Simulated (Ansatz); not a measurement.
# Geometry relaxation, with input and output: TaN (part 1 of 2)

The run: geometry relaxation of TaN (P-62m, 12 atoms in the cell). Method and program: DFT, PBEsol, plane waves, PAW, no spin polarisation (Ansatz 0.2.0).

The structure derives from an entry of the Crystallography Open Database. Figures and captions count atoms from 1; the log counts them from 0 in places.

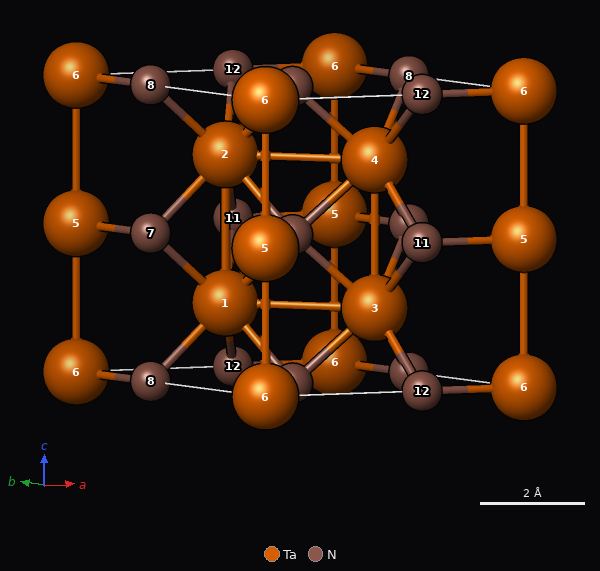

Fig. 1: The starting structure (ball-and-stick view of the cell of the calculation, seen at an oblique angle; atoms are numbered from 1 in the order of the input). An atom can appear more than once, as a periodic image.

## Input file
```yaml
crystal:
  lattice:
    - [2.5894604344, -4.4850770366, 0.0]
    - [-5.1789208688, 0.0, 0.0]
    - [0.0, 0.0, -5.7919945551]
  atoms:
    - { symbol: Ta, position: [0.3333333333, 0.6666666667, 0.25] }
    - { symbol: Ta, position: [0.3333333333, 0.6666666667, 0.75] }
    - { symbol: Ta, position: [0.6666666667, 0.3333333333, 0.25] }
    - { symbol: Ta, position: [0.6666666667, 0.3333333333, 0.75] }
    - { symbol: Ta, position: [1.0, 0.0, 0.5] }
    - { symbol: Ta, position: [1.0, 0.0, 0.0] }
    - { symbol: "N", position: [1.0, 0.6066290598, 0.5] }
    - { symbol: "N", position: [1.0, 0.6066290598, 0.0] }
    - { symbol: "N", position: [0.3933709402, 0.3933709402, 0.5] }
    - { symbol: "N", position: [0.3933709402, 0.3933709402, 0.0] }
    - { symbol: "N", position: [0.6066290598, 0.0, 0.5] }
    - { symbol: "N", position: [0.6066290598, 0.0, 0.0] }
basis:
  ecutwfc: 420
kpoints:
  mp_grid: { grid: [3, 3, 3] }
hamiltonian:
  xc: pbesol
scf:
  occupations: { method: gaussian, width: 0.1 }
  convergence: { dr2_threshold: 1.0e-06 }
output:
  forces: true
  eigenvalues: true
  stress: true
relax:
  adjacent_minimum: "off"
  f_tol: 0.015
  max_steps: 60
  cell: { stress_tol: 0.15 }
```

Command:
```bash
ansatz run input.yaml --threads 2 --pin off --max-ram 5120MiB --backend cpu --events-out ev --progress --plain --runs-dir out
```

## What the program printed
```
Warning: scf.convergence.dr2_threshold = 1e-6 eV is looser than this run's default, which is 1e-7 eV or tighter. The error in the forces grows as the threshold's square root, so leave the key out unless less accurate forces are enough
Warning: relax.cell: scf.convergence.dr2_threshold = 1e-6 eV is looser than the 1.08e-8 eV advised for a relaxation that steers and ends on the stress (1e-10 eV for each atom of the cell: 12, times the square of relax.cell.stress_tol = 0.15 GPa over its default 0.05). What an SCF threshold leaves in a stress goes as its square root, and in the free energy as the threshold itself, and one threshold admits the most on a small cell: of the crystals measured, under no hybrid functional and no lock of the moments, on runs that ended without the residual-converged pass, on stresses that held no estimate of that error, the worst erred by over 100 MPa in a component at 1e-7 eV an atom and by under 5 at 1e-10. Set scf.convergence.dr2_threshold to 1.08e-8 eV or tighter. The threshold is an SCF's pass mark: one that does not reach it within its budget of iterations ends unconverged, or closes short of it on a stop that the run arms, and scf.convergence.dr2_threshold's page says what that costs each kind of run
The last accepted step is kept in [file] (removed where the run ends without a failure and the disk answers)
Engine: ansatz 0.2.0, aarch64-unknown-linux-gnu
Pseudopotentials: kind: paw
Pseudopotential: Ta, paw, valence charge 13, recommended cutoff 420 eV (normal), Ta.paw.azcp
Pseudopotential: N, paw, valence charge 5, recommended cutoff 420 eV (normal), N.paw.azcp
Functional definition: PBEsol
  exchange = pbesol_x
  correlation = pbesol_c
Crystal: 12 atoms, lattice volume = 134.536 Å³
Basis set: ecut = 420 eV, 2605 PW (Γ), exchange–correlation on 72×72×80 points (8 copies of the dense FFT grid, shifted against one another)
Bands: 66, of which v1, the nominal top of the filled ones, is band 54 counted from 1 (53 counted from 0)
Symmetry: 24 space group operations
Space group: P-62m (ITA 189), of the structure as read, at distance tolerance 5.1e-5 Å
k-points: 6 of 27 (time reversal used)
Non-local potential: Ta, projectors of the file, l = 0: 3, l = 1: 2, l = 2: 2, l = 3: 1
Non-local potential: N, projectors of the file, l = 0: 2, l = 1: 2, l = 2: 1
PAW form: soft (Blöchl's): semilocal exchange-correlation on the pseudo side does not see the compensation charge
PAW frozen core: Ta, regenerated for the run's functional, and the local potential with it (the file was generated under x = pbe(κ = 0.804, μ = 0.2195149727645171), c = pbe(β = 0.06672455060314922))
PAW frozen core: N, regenerated for the run's functional, and the local potential with it (the file was generated under x = pbe(κ = 0.804, μ = 0.2195149727645171), c = pbe(β = 0.06672455060314922))
PAW one-centre angular grid: Ta, 590 points (default); XC on 64 Gauss nodes
PAW one-centre angular grid: N, 110 points (default); XC on 64 Gauss nodes
Initial density: superposition of atomic densities (neutral atoms: chi_scale 0, normalization atom), corrected by the library's trained network
Initial wavefunctions: pseudopotential atomic-orbital guess
Functional: x = pbesol(κ = 0.804, μ = 0.12345679012345678), c = pbesol(β = 0.046)
SCF iter   1: F=—  HF=-61125.947823 eV  |F-HF|=—  |Δ(HF+E_count)|=         —  Δρ=1.17e-2  dr2=1.67e-1  ethr=1.77e-3  ⟨swp⟩=5.8  Hψ=1540  notcnv=0
preconditioner: auto → Resta (q_TF=auto, 2.630 Å⁻¹)  ε∞=7.8  [insulator: Δε(μ)=0.646 eV  Ē_g=9.541 eV  σ=0.100 eV  W_gap=1.00  n_scr=40 (ndim 8)  ℏωp=24.8 eV  f_vac=0.000  D(μ)=0.00/eV (n_scr^D=0)  ε∞_Penn≈7.8]
SCF iter   2: F=—  HF=-61125.917425 eV  |F-HF|=—  |Δ(HF+E_count)|=   3.04e-2  Δρ=5.06e-3  dr2=2.90e-2  ethr=1.55e-4  ⟨swp⟩=2.0  Hψ=528  notcnv=0
SCF iter   3: F=—  HF=-61125.912411 eV  |F-HF|=—  |Δ(HF+E_count)|=   5.01e-3  Δρ=1.44e-3  dr2=2.47e-3  ethr=2.69e-5  ⟨swp⟩=2.0  Hψ=490  notcnv=0
SCF iter   4: F=—  HF=-61125.911906 eV  |F-HF|=—  |Δ(HF+E_count)|=   5.05e-4  Δρ=2.01e-4  dr2=3.44e-5  ethr=2.29e-6  ⟨swp⟩=2.0  Hψ=500  notcnv=0
SCF iter   5: F=—  HF=-61125.911998 eV  |F-HF|=—  |Δ(HF+E_count)|=   9.24e-5  Δρ=2.35e-5  dr2=4.09e-7  ethr=3.19e-8  ⟨swp⟩=2.0  Hψ=540  notcnv=0
SCF iter   6: F=-61125.911998 eV  HF=-61125.911998 eV  |F-HF|=4.54e-9  |Δ(HF+E_count)|=   1.19e-7  Δρ=3.21e-6  dr2=1.14e-8  ethr=3.79e-10  ⟨swp⟩=7.8  Hψ=1744  notcnv=0
SCF 1 converged in 6 iterations: F = -61125.911998 eV  dr2 = 1.14e-8
  greatest PAW one-centre occupation: 1.000 electrons in one spin orbital (limit 2), on the Ta atom at site 5 (counted from 0), in its partial waves of l = 0
relax step   1: F+E_penalty+E_count = -61125.91199830 eV  Δ(F+E_penalty+E_count) = +0.000e0 eV  max|allowed force component| = 8.456e-2 eV/Å  Δτ_max = 0.0000 Å  P = +0.046 GPa  Ω = 134.536 Å³  (6 SCF iters, accepted)
Crystal: 12 atoms, lattice volume = 134.653 Å³
Basis set: ecut = 420 eV, 2581 PW (Γ), exchange–correlation on 72×72×80 points (8 copies of the dense FFT grid, shifted against one another)
Initial density: handed on by an earlier stage of this run
Initial wavefunctions: those handed on with the density
iter 1 solved again at ethr=6.38e-6 eV; its pass at ethr=3.10e-3 eV (dr2=6.89e-3 eV) is discarded
SCF iter   1: F=—  HF=-61125.904788 eV  |F-HF|=—  |Δ(HF+E_count)|=         —  Δρ=2.19e-3  dr2=7.01e-3  ethr=6.38e-6  ⟨swp⟩=2.0  Hψ=2078  notcnv=0
preconditioner: auto → Resta (q_TF=auto, 2.630 Å⁻¹)  ε∞=7.7  [insulator: Δε(μ)=0.730 eV  Ē_g=9.590 eV  σ=0.100 eV  W_gap=1.00  n_scr=40 (ndim 8)  ℏωp=24.8 eV  f_vac=0.000  D(μ)=0.00/eV (n_scr^D=0)  ε∞_Penn≈7.7]
SCF iter   2: F=—  HF=-61125.903177 eV  |F-HF|=—  |Δ(HF+E_count)|=   1.61e-3  Δρ=1.10e-3  dr2=1.73e-3  ethr=6.38e-6  ⟨swp⟩=1.5  Hψ=408  notcnv=0
SCF iter   3: F=—  HF=-61125.902616 eV  |F-HF|=—  |Δ(HF+E_count)|=   5.61e-4  Δρ=1.53e-4  dr2=3.36e-5  ethr=1.60e-6  ⟨swp⟩=2.8  Hψ=664  notcnv=0
SCF iter   4: F=—  HF=-61125.902735 eV  |F-HF|=—  |Δ(HF+E_count)|=   1.19e-4  Δρ=3.78e-5  dr2=1.76e-6  ethr=3.11e-8  ⟨swp⟩=2.2  Hψ=564  notcnv=0
iter 5 did not close the SCF: its close was put off for the readings that it lacked (scf_convergence_deferred on its scf_iter line)
SCF iter   5: F=-61125.902735 eV  HF=-61125.902735 eV  |F-HF|=9.80e-9  |Δ(HF+E_count)|=   4.49e-7  Δρ=7.21e-6  dr2=4.52e-8  ethr=1.63e-9  ⟨swp⟩=2.0  Hψ=571  notcnv=0
SCF iter   6: F=-61125.902735 eV  HF=-61125.902735 eV  |F-HF|=1.96e-10  |Δ(HF+E_count)|=   2.23e-9  Δρ=1.05e-6  dr2=1.09e-9  ethr=4.18e-11  ⟨swp⟩=3.8  Hψ=1361  notcnv=0
SCF 2 converged in 6 iterations: F = -61125.902735 eV  dr2 = 1.09e-9
relax step   2: F+E_penalty+E_count = -61125.90273462 eV  Δ(F+E_penalty+E_count) = +9.264e-3 eV  max|allowed force component| = 1.002e-1 eV/Å  Δτ_max = 0.0048 Å  P = +0.084 GPa  Ω = 134.653 Å³  energy of the carried Pulay correction = -3.405e-4 eV  (6 SCF iters, rejected (line search))
Crystal: 12 atoms, lattice volume = 134.578 Å³
iter 1 solved again at ethr=2.38e-6 eV; its pass at ethr=3.10e-3 eV (dr2=2.57e-3 eV) is discarded
SCF iter   1: F=—  HF=-61125.917835 eV  |F-HF|=—  |Δ(HF+E_count)|=         —  Δρ=1.34e-3  dr2=2.53e-3  ethr=2.38e-6  ⟨swp⟩=2.7  Hψ=2021  notcnv=0
preconditioner: auto → Resta (q_TF=auto, 2.630 Å⁻¹)  ε∞=7.7  [insulator: Δε(μ)=0.696 eV  Ē_g=9.595 eV  σ=0.100 eV  W_gap=1.00  n_scr=40 (ndim 8)  ℏωp=24.8 eV  f_vac=0.000  D(μ)=0.00/eV (n_scr^D=0)  ε∞_Penn≈7.7]
SCF iter   2: F=—  HF=-61125.917281 eV  |F-HF|=—  |Δ(HF+E_count)|=   5.54e-4  Δρ=6.60e-4  dr2=5.99e-4  ethr=2.34e-6  ⟨swp⟩=1.7  Hψ=411  notcnv=0
SCF iter   3: F=—  HF=-61125.917205 eV  |F-HF|=—  |Δ(HF+E_count)|=   7.59e-5  Δρ=1.31e-4  dr2=2.42e-5  ethr=5.54e-7  ⟨swp⟩=2.8  Hψ=643  notcnv=0
SCF iter   4: F=—  HF=-61125.917198 eV  |F-HF|=—  |Δ(HF+E_count)|=   6.93e-6  Δρ=2.83e-5  dr2=1.03e-6  ethr=2.24e-8  ⟨swp⟩=2.0  Hψ=568  notcnv=0
iter 5 did not close the SCF: its close was put off for the readings that it lacked (scf_convergence_deferred on its scf_iter line)
SCF iter   5: F=-61125.917198 eV  HF=-61125.917198 eV  |F-HF|=8.40e-9  |Δ(HF+E_count)|=   2.17e-7  Δρ=5.02e-6  dr2=2.34e-8  ethr=9.50e-10  ⟨swp⟩=2.2  Hψ=557  notcnv=0
SCF iter   6: F=-61125.917198 eV  HF=-61125.917198 eV  |F-HF|=5.09e-11  |Δ(HF+E_count)|=   1.09e-9  Δρ=6.39e-7  dr2=3.91e-10  ethr=2.17e-11  ⟨swp⟩=3.2  Hψ=1323  notcnv=0
SCF 3 converged in 6 iterations: F = -61125.917198 eV  dr2 = 3.91e-10
relax step   3: F+E_penalty+E_count = -61125.91719827 eV  Δ(F+E_penalty+E_count) = -5.200e-3 eV  max|allowed force component| = 5.224e-2 eV/Å  Δτ_max = 0.0001 Å  P = -0.002 GPa  Ω = 134.578 Å³  energy of the carried Pulay correction = -1.235e-4 eV  (6 SCF iters, accepted)
Crystal: 12 atoms, lattice volume = 134.547 Å³
iter 1 solved again at ethr=9.59e-8 eV; its pass at ethr=3.10e-3 eV (dr2=1.04e-4 eV) is discarded
SCF iter   1: F=—  HF=-61125.917640 eV  |F-HF|=—  |Δ(HF+E_count)|=         —  Δρ=3.16e-4  dr2=1.08e-4  ethr=9.59e-8  ⟨swp⟩=2.8  Hψ=1512  notcnv=0
preconditioner: auto → Resta (q_TF=auto, 2.630 Å⁻¹)  ε∞=7.7  [insulator: Δε(μ)=0.691 eV  Ē_g=9.592 eV  σ=0.100 eV  W_gap=1.00  n_scr=40 (ndim 8)  ℏωp=24.8 eV  f_vac=0.000  D(μ)=0.00/eV (n_scr^D=0)  ε∞_Penn≈7.7]
SCF iter   2: F=—  HF=-61125.917722 eV  |F-HF|=—  |Δ(HF+E_count)|=   8.21e-5  Δρ=1.70e-4  dr2=3.11e-5  ethr=9.59e-8  ⟨swp⟩=1.0  Hψ=396  notcnv=0
iter 3 did not close the SCF: its close was put off for the readings that it lacked (scf_convergence_deferred on its scf_iter line)
SCF iter   3: F=-61125.917711 eV  HF=-61125.917712 eV  |F-HF|=3.81e-7  |Δ(HF+E_count)|=   1.01e-5  Δρ=2.64e-5  dr2=7.24e-7  ethr=2.88e-8  ⟨swp⟩=2.2  Hψ=588  notcnv=0
iter 4 did not close the SCF: its close was put off for the readings that it lacked (scf_convergence_deferred on its scf_iter line)
SCF iter   4: F=-61125.917712 eV  HF=-61125.917712 eV  |F-HF|=3.75e-9  |Δ(HF+E_count)|=   1.38e-7  Δρ=6.42e-6  dr2=3.13e-8  ethr=6.70e-10  ⟨swp⟩=2.0  Hψ=561  notcnv=0
iter 5 did not close the SCF: its close was put off for the readings that it lacked (scf_convergence_deferred on its scf_iter line)
SCF iter   5: F=-61125.917712 eV  HF=-61125.917712 eV  |F-HF|=8.73e-11  |Δ(HF+E_count)|=  7.35e-10  Δρ=9.65e-7  dr2=7.45e-10  ethr=2.90e-11  ⟨swp⟩=2.0  Hψ=589  notcnv=0
SCF iter   6: F=-61125.917712 eV  HF=-61125.917712 eV  |F-HF|=3.64e-11  |Δ(HF+E_count)|=  7.28e-12  Δρ=1.26e-7  dr2=1.36e-11  ethr=1.00e-12  ⟨swp⟩=2.0  Hψ=1027  notcnv=0
SCF 4 converged in 6 iterations: F = -61125.917712 eV  dr2 = 1.36e-11
relax step   4: F+E_penalty+E_count = -61125.91771159 eV  Δ(F+E_penalty+E_count) = -5.133e-4 eV  max|allowed force component| = 4.536e-4 eV/Å  Δτ_max = 0.0027 Å  P = +0.007 GPa  Ω = 134.547 Å³  energy of the carried Pulay correction = -3.216e-5 eV  (6 SCF iters, accepted)
Initial wavefunctions: pseudopotential atomic-orbital guess (no wavefunctions were taken with the density)
iter 1 solved again at ethr=7.36e-8 eV; its pass at ethr=3.10e-3 eV (dr2=7.95e-5 eV) is discarded
SCF iter   1: F=—  HF=-61125.917748 eV  |F-HF|=—  |Δ(HF+E_count)|=         —  Δρ=1.02e-4  dr2=3.16e-7  ethr=7.36e-8  ⟨swp⟩=3.7  Hψ=2592  notcnv=0
preconditioner: auto → Resta (q_TF=auto, 2.630 Å⁻¹)  ε∞=7.7  [insulator: Δε(μ)=0.693 eV  Ē_g=9.591 eV  σ=0.100 eV  W_gap=1.00  n_scr=40 (ndim 8)  ℏωp=24.8 eV  f_vac=0.000  D(μ)=0.00/eV (n_scr^D=0)  ε∞_Penn≈7.7]
SCF iter   2: F=—  HF=-61125.917859 eV  |F-HF|=—  |Δ(HF+E_count)|=   1.11e-4  Δρ=5.19e-5  dr2=8.25e-8  ethr=2.92e-10  ⟨swp⟩=5.2  Hψ=1615  notcnv=0
iter 3 did not close the SCF: its close was put off for the readings that it lacked (scf_convergence_deferred on its scf_iter line)
SCF iter   3: F=-61125.917861 eV  HF=-61125.917861 eV  |F-HF|=2.62e-10  |Δ(HF+E_count)|=   2.03e-6  Δρ=6.70e-7  dr2=3.90e-10  ethr=7.64e-11  ⟨swp⟩=1.0  Hψ=396  notcnv=0
iter 4 did not close the SCF: its close was put off for the readings that it lacked (scf_convergence_deferred on its scf_iter line)
SCF iter   4: F=-61125.917861 eV  HF=-61125.917861 eV  |F-HF|=2.18e-11  |Δ(HF+E_count)|=  9.46e-11  Δρ=2.41e-7  dr2=4.22e-11  ethr=1.00e-12  ⟨swp⟩=2.0  Hψ=464  notcnv=0
iter 5 did not close the SCF: its close was put off for the readings that it lacked (scf_convergence_deferred on its scf_iter line)
SCF iter   5: F=-61125.917861 eV  HF=-61125.917861 eV  |F-HF|=0.00e0  |Δ(HF+E_count)|=  7.28e-12  Δρ=6.93e-8  dr2=4.23e-12  ethr=1.00e-12  ⟨swp⟩=1.0  Hψ=396  notcnv=0
iter 6 did not close the SCF: its close was put off for the readings that it lacked (scf_convergence_deferred on its scf_iter line)
SCF iter   6: F=-61125.917861 eV  HF=-61125.917861 eV  |F-HF|=1.46e-11  |Δ(HF+E_count)|=  1.46e-11  Δρ=1.62e-8  dr2=2.46e-13  ethr=1.00e-12  ⟨swp⟩=1.0  Hψ=396  notcnv=0
SCF iter   7: F=-61125.917861 eV  HF=-61125.917861 eV  |F-HF|=0.00e0  |Δ(HF+E_count)|=    0.00e0  Δρ=6.00e-9  dr2=5.18e-14  ethr=1.00e-12  ⟨swp⟩=1.0  Hψ=816  notcnv=0
SCF 5 converged in 7 iterations: F = -61125.917861 eV  dr2 = 5.18e-14
relax step   5: F+E_penalty+E_count = -61125.91786118 eV  Δ(F+E_penalty+E_count) = -1.496e-4 eV  max|allowed force component| = 3.795e-4 eV/Å  Δτ_max = 0.0000 Å  P = +0.008 GPa  Ω = 134.547 Å³  stress off target by 1.73e-2 GPa  SCF on the basis re-selected at this cell (its energy is not comparable with the rows above)  (7 SCF iters)
```

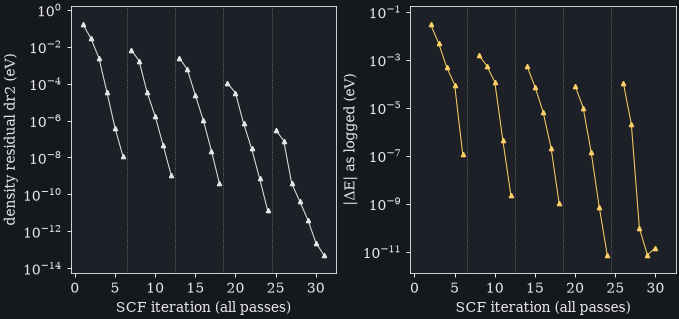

Fig. 2: Convergence of the self-consistent field: density residual dr2 and size of the energy change against the SCF iteration. The dotted lines part the SCF passes of the relaxation: geometry steps, rejected trials and re-solves on a re-selected basis. The 5 passes take 6 to 7 iterations each, 31 in all.

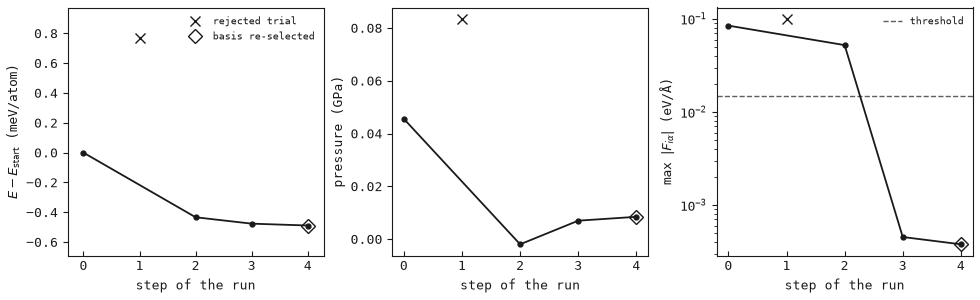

Fig. 3: Progress of the relaxation, step by step (the first geometry is step 0 here and step 1 in the log). No atom moves by more than 0.005 Å relative to the cell. Among the contacts that change: Ta1–Ta2 2.896 → 2.885 Å, Ta5–N11 2.037 → 2.044 Å, Ta1–Ta3 2.990 → 2.996 Å. The space group stays P-62m (No. 189). The energy falls by 0.5 meV per atom in 3 geometry steps. The largest force component goes from 0.085 to 0.00038 eV/Å. Pressure: 0.05 GPa at the start and 0.01 GPa at the end. The line search rejected the trial step at point 1 (counted from 0) and went back. A last SCF at the same geometry on a re-selected plane-wave basis shifts the energy by next to nothing (0.0 meV per atom). (Atoms are counted from 1 in the order of the input.)
